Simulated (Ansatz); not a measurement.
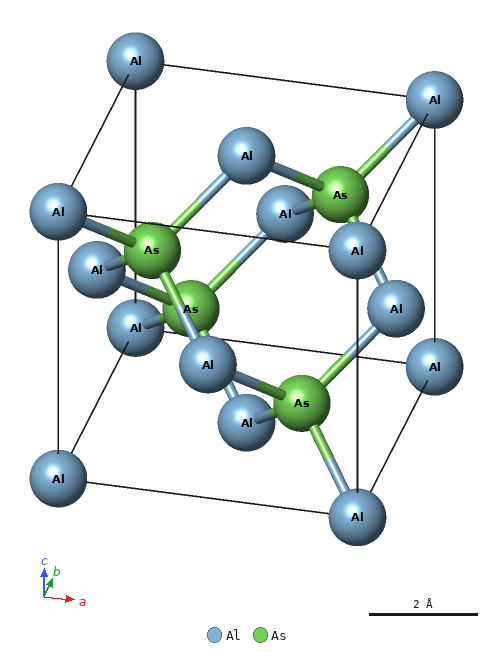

This is solid AlAs (set up in F-43m). Style: ball-and-stick. Shown: the conventional cell (4 times the calculation's cell), from a free direction. Lengths and directions refer to the drawn axes.

Theory: DFT PBE, scalar-relativistic, plane waves, PAW (Ansatz). Settings: plane-wave cutoff 420 eV; k-point mesh 8 × 8 × 8; occupations gaussian; smearing width 0.02 eV; no spin polarisation.

Change: All lengths are scaled by −2.0 % (volume −6.0 %), the atoms keeping their fractional coordinates. No relaxation follows.

**Predict the response.**

Among the bonded contacts that change: Al–As 2.480 → 2.430 Å. The space group stays F-43m (No. 216). It costs 20.1 meV per atom. The pressure goes from 0.0 to 4.8 GPa. All forces vanish by symmetry.

The changed structure in the same view:

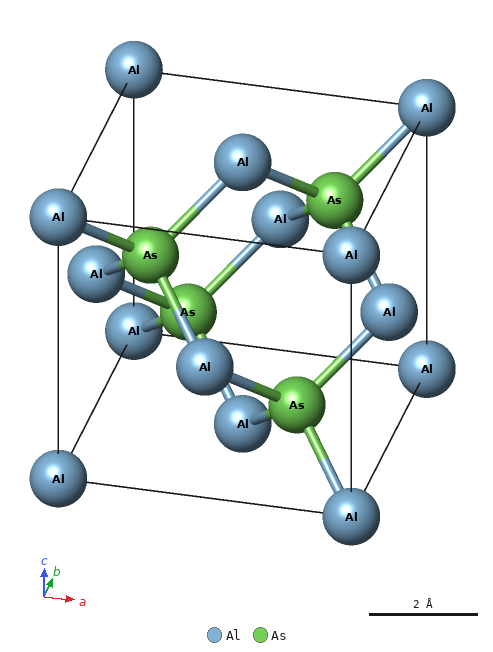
